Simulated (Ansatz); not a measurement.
```cif
data_structure
_symmetry_space_group_name_H-M 'P 1'
_symmetry_Int_Tables_number 1
_cell_length_a 4.9888
_cell_length_b 4.9888
_cell_length_c 26.0553
_cell_angle_alpha 90.000
_cell_angle_beta 90.000
_cell_angle_gamma 120.000
_cell_volume 561.60
loop_
_atom_site_label
_atom_site_type_symbol
_atom_site_fract_x
_atom_site_fract_y
_atom_site_fract_z
_atom_site_occupancy
Ag1 Ag 0.00000 0.33333 0.32623 1
Ag2 Ag 0.33333 0.00000 0.32623 1
Ag3 Ag 0.66667 0.66667 0.32623 1
Ag4 Ag 0.33333 0.33333 0.41649 1
Ag5 Ag 0.66667 0.00000 0.41649 1
Ag6 Ag 0.00000 0.66667 0.41649 1
Ag7 Ag 0.66667 0.33333 0.50673 1
Ag8 Ag 0.00000 0.00000 0.50673 1
Ag9 Ag 0.33333 0.66667 0.50563 1
Ag10 Ag 0.99502 0.32835 0.59612 1
Ag11 Ag 0.33333 0.00498 0.59612 1
Ag12 Ag 0.67165 0.66667 0.59612 1
I1 I 0.33333 0.66667 0.68540 1
```

Computed without spin polarisation.

The calculation used DFT PBE+D3(BJ), scalar-relativistic, plane waves, PAW (Ansatz).

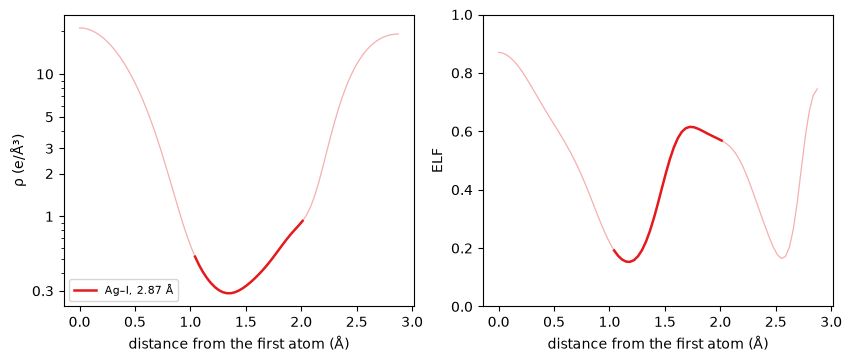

Ag₁₂I (slab). Valence charge density (pseudo) and electron localisation function along straight lines between neighbouring atoms. Thin, pale parts lie inside the atomic spheres.

The density is the valence pseudo-density of a PAW calculation; it isn't the true density close to the nuclei.

**What can be read from the curves?**

Ag–I (2.87 Å): ρ at the midpoint is about 0.3 e/Å³; the ELF is about 0.35 at the midpoint and 0.15 at its lowest between the atoms.
